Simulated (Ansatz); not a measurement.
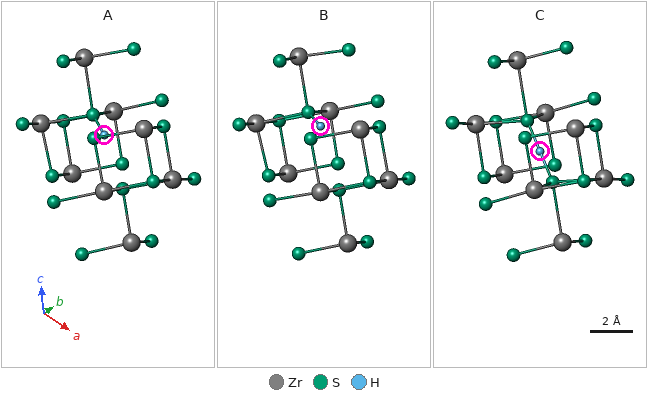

3 geometries from a converged minimum-energy path of a defect cell of composition Zr$_{8}$HS$_{16}$ (25 atoms in the cell), shuffled. A ball-and-stick model of the atoms within 5.4 Å of the middle of the path, seen slightly off an axis. The moving atom is ringed, with any periodic copies. Bonds to atoms that aren't drawn are left out.

Level of theory: Ansatz 0.2.0, DFT PBE, scalar-relativistic, plane waves, PAW. Run with plane-wave cutoff 420 eV; k-point mesh 2 × 2 × 2; Gaussian smearing 0.02 eV; 5 movable images; climbing image.

**One of them is the converged climbing image. Which?**

C. In order along the path, whose images run from 0 to 6: B (image 0, 0.00 eV), A (image 1, +0.06 eV), C (image 3, +0.77 eV). The H atom travels furthest, 2.44 Å from end to end, roughly along [0 −1 −2], on a path that bends up to 0.19 Å away from the straight line. At the highest image its nearest neighbour (S) is 1.77 Å away, against 1.36 Å at the start, and the surrounding atoms stand up to 0.45 Å off the mean of their end positions. Breaking: H–S (1.36 → 3.30 Å). Forming: H–S (3.30 → 1.36 Å).

Limits of the set-up: the cell has an odd number of electrons but was run without spin polarisation.
